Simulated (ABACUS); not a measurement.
Band-structure run, with input and output: InAs (part 2 of 2)

The same run, continued: InAs (F-43m, 2 atoms in the cell); Kohn-Sham DFT of a periodic cell, BP86, PseudoDojo NC SR 0.5 PBE standard, no spin polarisation (ABACUS 3.10.1); cutoff 1142.88 eV, fermi-dirac of 0.05 eV. The structure derives from an entry of the Crystallography Open Database. It belongs to a series of runs on one base structure; here: bands on the converged density.

Geometry of the input (Å; fractional positions):
```
0.0000  3.0180  3.0180
3.0180  0.0000  3.0180
3.0180  3.0180  0.0000
In 0.0000  0.0000  0.0000
As 0.7500  0.7500  0.7500
```

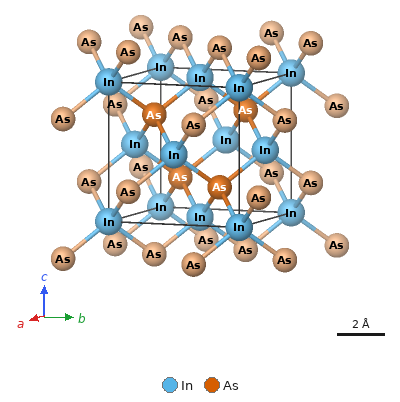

*The structure as given in the input (ball-and-stick view of the cell 4 times as large as that of the calculation, set on its symmetry axes, seen slightly off an axis; neighbours outside the cell are drawn fainter).*

The program's output, continued
```
 k(1/102) Iter steps (avg)=13 threshold=1e-07
 k(2/102) Iter steps (avg)=12 threshold=1e-07
 k(3/102) Iter steps (avg)=11 threshold=1e-07
 k(4/102) Iter steps (avg)=12 threshold=1e-07
 k(5/102) Iter steps (avg)=11 threshold=1e-07
 k(6/102) Iter steps (avg)=13 threshold=1e-07
 k(7/102) Iter steps (avg)=15 threshold=1e-07
 k(8/102) Iter steps (avg)=21 threshold=1e-07
 k(9/102) Iter steps (avg)=29 threshold=1e-07
 k(10/102) Iter steps (avg)=21 threshold=1e-07
 k(11/102) Iter steps (avg)=11 threshold=1e-07
 k(12/102) Iter steps (avg)=16 threshold=1e-07
 k(13/102) Iter steps (avg)=20 threshold=1e-07
 k(14/102) Iter steps (avg)=24 threshold=1e-07
 k(15/102) Iter steps (avg)=33 threshold=1e-07
 k(16/102) Iter steps (avg)=21 threshold=1e-07
 k(17/102) Iter steps (avg)=15 threshold=1e-07
 k(18/102) Iter steps (avg)=21 threshold=1e-07
 k(19/102) Iter steps (avg)=24 threshold=1e-07
 k(20/102) Iter steps (avg)=24 threshold=1e-07
 k(21/102) Iter steps (avg)=22 threshold=1e-07
 k(22/102) Iter steps (avg)=24 threshold=1e-07
 k(23/102) Iter steps (avg)=21 threshold=1e-07
 k(24/102) Iter steps (avg)=19 threshold=1e-07
 k(25/102) Iter steps (avg)=21 threshold=1e-07
 k(26/102) Iter steps (avg)=16 threshold=1e-07
[... levels at 26 k points of this process ...]

 Density error is 0.00000000000
                          Error Threshold = 1.00000000000e-07
----------------------------------------------------------
     Energy           Rydberg                 eV
----------------------------------------------------------
 E_KohnSham     -345.4835097883      -4700.5442981600
 E_KS(sigma->0) -345.4833154387      -4700.5416538978
 E_Harris       -345.4835097883      -4700.5442981600
 E_band         -22.5256003033       -306.4765149949
 E_one_elec     -176.2702287923      -2398.2794993394
 E_Hartree      104.6234723112       1423.4753679774
 E_xc           -88.0465341994       -1197.9345542636
 E_Ewald        -185.7898304086      -2527.8003240101
 E_entropy(-TS) -0.0003886992        -0.0052885242
 E_descf        0.0000000000         0.0000000000
 E_exx          0.0000000000         0.0000000000
 E_Fermi        0.5986679176         8.1452948892
----------------------------------------------------------

 charge density convergence is achieved
 final etot is -4700.5442982 eV
 EFERMI = 8.1452948892 eV

 STATE ENERGY(eV) AND OCCUPATIONS    NSPIN == 1
 1/26 kpoint (Cartesian) = 0.0000 0.0000 0.0000 (4909 pws)
       1       -26.8999      0.0196078
       2       -26.8999      0.0196078
       3       -26.8999      0.0196078
       4       -26.8910      0.0196078
       5       -26.8910      0.0196078
       6       -6.38772      0.0196078
       7       -6.38772      0.0196078
       8       -6.38772      0.0196078
       9       -6.26151      0.0196078
      10       -6.26151      0.0196078
      11       -3.83808      0.0196078
      12        7.83610      0.0195675
      13        8.08414      0.0151491
      14        8.08414      0.0151491
      15        8.08414      0.0151491
      16        11.9947    7.18793e-36
      17        11.9947    7.18793e-36
      18        11.9947    7.18793e-36
      19        15.6522    1.22492e-67
      20        17.8764    5.87708e-87
      21        17.8764    5.87708e-87
      22        18.6280        0.00000
      23        18.6280        0.00000
      24        18.6280        0.00000

 2/26 kpoint (Cartesian) = 0.0000 0.016567 0.0000 (4865 pws)
       1       -26.8999      0.0196078
       2       -26.8999      0.0196078
       3       -26.8999      0.0196078
       4       -26.8910      0.0196078
       5       -26.8910      0.0196078
       6       -6.39343      0.0196078
       7       -6.38578      0.0196078
       8       -6.38578      0.0196078
       9       -6.26220      0.0196078
      10       -6.26096      0.0196078
      11       -3.80297      0.0196078
      12        7.19687      0.0196078
      13        7.98281      0.0188758
      14        7.98281      0.0188758
      15        8.72348    1.86384e-07
      16        11.8560    1.15309e-34
      17        12.1336    4.47308e-37
      18        12.1336    4.47308e-37
      19        15.8690    1.60301e-69
      20        17.1863    5.79396e-81
      21        17.9047    3.33518e-87
      22        18.7076        0.00000
      23        18.7076        0.00000
      24        19.1640        0.00000

 3/26 kpoint (Cartesian) = 0.0000 0.033135 0.0000 (4817 pws)
       1       -26.9000      0.0196078
       2       -26.8999      0.0196078
       3       -26.8999      0.0196078
       4       -26.8910      0.0196078
       5       -26.8909      0.0196078
       6       -6.40945      0.0196078
       7       -6.38013      0.0196078
       8       -6.38013      0.0196078
       9       -6.26438      0.0196078
      10       -6.25937      0.0196078
      11       -3.69918      0.0196078
      12        6.45939      0.0196078
      13        7.71931      0.0196039
      14        7.71931      0.0196039
      15        9.44917    9.27076e-14
      16        11.5202    9.51361e-32
      17        12.5094    2.43539e-40
      18        12.5094    2.43539e-40
      19        16.1682    4.03602e-72
      20        16.5452    2.14727e-75
      21        17.9895    6.12538e-88
      22        18.9465        0.00000
      23        18.9465        0.00000
      24        19.6910        0.00000

 4/26 kpoint (Cartesian) = 0.0000 0.049702 0.0000 (4829 pws)
       1       -26.9000      0.0196078
       2       -26.8998      0.0196078
       3       -26.8998      0.0196078
       4       -26.8910      0.0196078
       5       -26.8909      0.0196078
       6       -6.43303      0.0196078
       7       -6.37127      0.0196078
       8       -6.37127      0.0196078
       9       -6.26810      0.0196078
      10       -6.25690      0.0196078
      11       -3.53116      0.0196078
      12        5.73457      0.0196078
      13        7.37156      0.0196078
      14        7.37156      0.0196078
      15        10.1074    1.77632e-19
      16        11.1171    3.01781e-28
      17        13.0437    5.56545e-45
      18        13.0437    5.56545e-45
      19        15.4479    7.28502e-66
      20        17.2948    6.61694e-82
      21        18.1297    3.70731e-89
      22        19.3439        0.00000
      23        19.3439        0.00000
      24        20.1175        0.00000

 5/26 kpoint (Cartesian) = 0.0000 0.066269 0.0000 (4829 pws)
       1       -26.9001      0.0196078
       2       -26.8997      0.0196078
       3       -26.8997      0.0196078
       4       -26.8910      0.0196078
       5       -26.8908      0.0196078
       6       -6.46076      0.0196078
       7       -6.35998      0.0196078
       8       -6.35998      0.0196078
       9       -6.27320      0.0196078
      10       -6.25378      0.0196078
      11       -3.30597      0.0196078
      12        5.02932      0.0196078
      13        7.00244      0.0196078
      14        7.00244      0.0196078
      15        10.5800    1.39540e-23
      16        10.7521    4.46760e-25
      17        13.6735    1.88459e-50
      18        13.6735    1.88459e-50
      19        14.9554    1.38357e-61
      20        18.2234        0.00000
      21        18.3235        0.00000
      22        19.8979        0.00000
      23        19.8979        0.00000
      24        20.5846        0.00000

 6/26 kpoint (Cartesian) = 0.0000 0.082836 0.0000 (4833 pws)
       1       -26.9001      0.0196078
       2       -26.8996      0.0196078
       3       -26.8996      0.0196078
       4       -26.8910      0.0196078
       5       -26.8907      0.0196078
       6       -6.48942      0.0196078
       7       -6.34732      0.0196078
       8       -6.34732      0.0196078
       9       -6.27922      0.0196078
      10       -6.25033      0.0196078
      11       -3.03361      0.0196078
      12        4.35093      0.0196078
      13        6.65136      0.0196078
      14        6.65136      0.0196078
      15        10.3599    1.14011e-21
      16        10.8572    5.45811e-26
      17        14.3595    2.07143e-56
      18        14.3595    2.07143e-56
      19        14.8666    8.16932e-61
      20        18.5672        0.00000
      21        19.1923        0.00000
      22        20.6036        0.00000
      23        20.6036        0.00000
      24        21.1701        0.00000

[... levels at 20 further k points ...]

 --------------------------------------------
 !FINAL_ETOT_IS -4700.544298159962 eV
 --------------------------------------------

 Output bands in file: OUT.InAs/BANDS_1.dat
```

Standard output
```
ABACUS v3.10.1

               Atomic-orbital Based Ab-initio Computation at UStc

 dft_functional readin is: GGA_X_B88+GGA_C_P86
 dft_functional in pseudopot file is: PBE
 Please make sure this is what you need
 dft_functional readin is: GGA_X_B88+GGA_C_P86
 dft_functional in pseudopot file is: PBE
 Please make sure this is what you need

%%%%%%%%%%%%%%%%%%%%%%%%%%%%%%%%%%%%%%%%%%%%%%%%%%%%%%%%%%%%%%%%%%%%%%%%%%%%%%%%%%%%%%%%%%%%%%%%%%%%%%%%%
 Warning: the number of valence electrons in pseudopotential > 3 for In: [Kr] 4d10 5s2 5p1
 Warning: the number of valence electrons in pseudopotential > 5 for As: [Ar] 3d10 4s2 4p3
 Pseudopotentials with additional electrons can yield (more) accurate outcomes, but may be less efficient.
 If you're confident that your chosen pseudopotential is appropriate, you can safely ignore this warning.
%%%%%%%%%%%%%%%%%%%%%%%%%%%%%%%%%%%%%%%%%%%%%%%%%%%%%%%%%%%%%%%%%%%%%%%%%%%%%%%%%%%%%%%%%%%%%%%%%%%%%%%%%

 UNIFORM GRID DIM        : 48 * 48 * 48
 UNIFORM GRID DIM(BIG)   : 48 * 48 * 48
func,idGGA_X_B88 106
func,idGGA_C_P86 132
 ---------------------------------------------------------
 ---------------------------------------------------------
 SPIN    KPOINTS         PROCESSORS  THREADS
 1       102             4           4
 ---------------------------------------------------------
 Use plane wave basis
 ---------------------------------------------------------
 ELEMENT NATOM       XC
 In      1
 As      1
 ---------------------------------------------------------
 Initial plane wave basis and FFT box
 ---------------------------------------------------------
 -------------------------------------------
 NONSELF-CONSISTENT :
 -------------------------------------------
 START CHARGE      : file
 ITER       ETOT/eV          EDIFF/eV         DRHO     TIME/s
 DA1     -4.70054430e+03   0.00000000e+00   0.0000e+00   9.40
```

Summary

```tsv
quantity	value
outcome	converged
space group (tolerance 0.01 Å)	F-43m (216)
electrons treated	28
Fermi energy of the self-consistent step	8.120 eV
wall time	9.9 s (CPU time 39 s)
peak memory	0.56 GiB
```
